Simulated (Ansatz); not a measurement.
## Electronic structure of Al17N15 (cell charge −1, with a compensating background) (cell with a defect) in real space

Input

```
crystal:
  lattice:
    - [-4.4031742015, 4.4031742015, -4.4031742015]
    - [4.4031742015, -4.4031742015, -4.4031742015]
    - [-4.4031742015, -4.4031742015, 4.4031742015]
  atoms:
    - { symbol: Al, position: [0.51715748, 0.3111617526, 0.2643313282], spin: 0.2 }
    - { symbol: Al, position: [0.2602420021, 0.2522311848, 0.5039411981] }
    - { symbol: Al, position: [-0.0102033063, 0.2355829743, 0.7397231837] }
    - { symbol: Al, position: [0.7958561416, 0.0028654549, 0.2386900236], spin: 0.2 }
    - { symbol: Al, position: [0.7525392757, 0.2520114421, 0.0079331843] }
    - { symbol: Al, position: [0.4867001265, -0.00482883, 0.5473017544], spin: 0.2 }
    - { symbol: Al, position: [0.2458380855, 0.0005027968, 0.7608986792] }
    - { symbol: Al, position: [0.0050736023, 0.747627086, 0.2509573488] }
    - { symbol: Al, position: [1.0095908347, 0.9992392667, 0.9958139796] }
    - { symbol: Al, position: [0.753534746, 0.7644385184, 0.5047362049] }
    - { symbol: Al, position: [0.5010071643, 0.7474121738, 0.7583544021] }
    - { symbol: Al, position: [0.2466742234, 0.504619382, 0.2494992008] }
    - { symbol: Al, position: [0.2011595007, 0.6919395557, -0.0442441668], spin: 0.2 }
    - { symbol: Al, position: [-0.0057844267, 0.4951350541, 0.4926698046] }
    - { symbol: Al, position: [0.7391529954, 0.4930394024, 0.7420619808] }
    - { symbol: Al, position: [0.4983234, 0.5066777575, -0.0035793653] }
    - { symbol: Al, position: [0.4947245806, -0.0015043998, 0.2485104259], spin: 0.2 }
    - { symbol: "N", position: [0.2351424626, -0.0007390438, 0.5124167312] }
    - { symbol: "N", position: [-0.0002988606, -1.18159e-05, 0.7503282419] }
    - { symbol: "N", position: [0.755037636, 0.7477845544, 0.2496888512] }
    - { symbol: "N", position: [0.7623122107, 0.000342341, -0.0136475574] }
    - { symbol: "N", position: [0.4985344037, 0.742738044, 0.5082652036] }
    - { symbol: "N", position: [0.2443769984, 0.7440221727, 0.7430177443] }
    - { symbol: "N", position: [-0.0003729191, 0.4998556695, 0.2502727384] }
    - { symbol: "N", position: [-0.0154554295, 0.7407200191, -0.007771532] }
    - { symbol: "N", position: [0.7642276667, 0.5267142649, 0.5142511409] }
    - { symbol: "N", position: [0.4996866451, 0.4998405011, 0.7501858771] }
    - { symbol: "N", position: [0.248072326, 0.2558388584, 0.2507170673] }
    - { symbol: "N", position: [0.2370413531, 0.4733875707, -0.0118565074] }
    - { symbol: "N", position: [0.0148570066, 0.2569628752, 0.5062631567] }
    - { symbol: "N", position: [0.7511290902, 0.2517996867, 0.7575809295] }
    - { symbol: "N", position: [0.5007383972, 0.2590637847, -0.0058289913] }
  host:
    lattice:
      - [0.0, 2.2015871008, 2.2015871008]
      - [2.2015871008, 0.0, 2.2015871008]
      - [2.2015871008, 2.2015871008, 0.0]
    atoms:
      - { symbol: Al, position: [0.0, 0.0, 0.0] }
      - { symbol: "N", position: [0.75, 0.75, 0.75] }
total_charge: -1
basis:
  ecutwfc: 420
  xc_grid: 2
kpoints:
  mp_grid: { grid: [2, 2, 2], shift: [0.5, 0.5, 0.5] }
hamiltonian:
  xc: pbe
scf:
  occupations: { method: gaussian, width: 0.01 }
output:
  forces: true
  stress: false
  eigenvalues: true
  populations: true
  charged_corrections:
    defect_position: [0.5, 0.0, 0.25]
    epsilon: [[8.6591, 0.0, 0.0], [0.0, 8.6591, 0.0], [0.0, 0.0, 8.6591]]
  write_density: true
  write_potential: true
  elf: true
  volumetric_format: npy
magnetization:
  spin_polarized: true
relax:
  adjacent_minimum: "off"
  f_tol: 0.025
  max_steps: 45
```

Run with:

```sh
ansatz run input.yaml --threads 4 --pin off --max-ram 10240MiB --backend cpu --events-out ev --progress --plain --runs-dir out
```

The fields are those of the run's last geometry, not of the input's.

Spin-polarised.

Computed with DFT PBE, scalar-relativistic, plane waves, PAW in Ansatz.

Core electrons are frozen (PAW), and the valence fields are smoothed inside the atomic spheres.

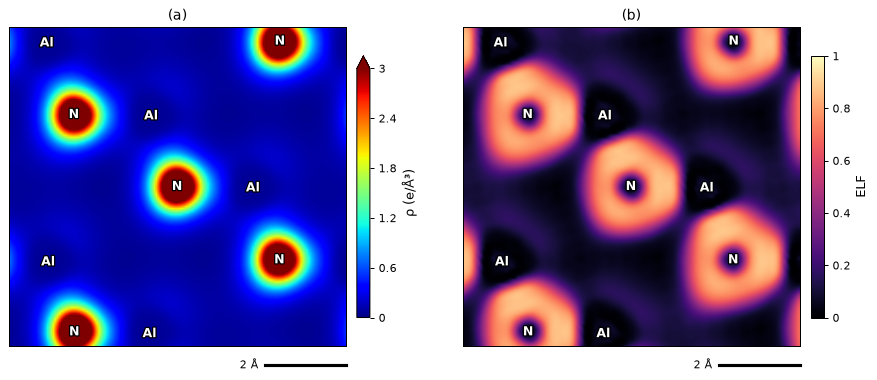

Figure 1. (a) valence electron density; (b) electron localisation function on the (001) plane of the calculation cell.

Read the bonding off the picture.

The plane passes through Al and N nuclei.
Al–N (1.86 Å): the density is about 0.73 e/Å³ at the midpoint; the ELF peaks at about 0.90 between the atoms (a shared but strongly polarised pair).
Al–N (1.91 Å): ρ is about 0.66 e/Å³ halfway; the ELF peaks at about 0.90 in the valence shell of N, 0.8 Å from its nucleus, and is about 0.85 at the midpoint.
Between the atoms the lowest density in this plane is 0.05 e/Å³.

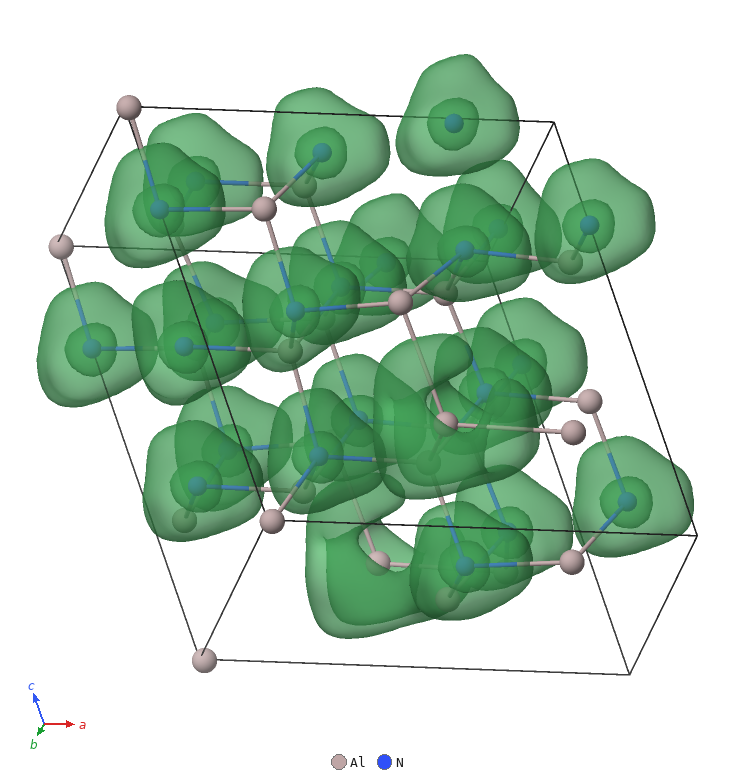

Figure 2. Isosurface of the electron localisation function at 0.7 (green), seen at an oblique angle. Core shells and regions of very low density are left out. Sticks mark near contacts.

Describe the localisation domains.

At this value the surface marks out 15 regions on N in which the atom's valence shell and bonds are merged and one region wrapped around Al (its valence shell), counted in one cell of 32 atoms. Regions shared between cells count once.


 Al–Al (2.26 Å): the ELF peaks at about 0.95 between the atoms, as expected for a covalent bond.
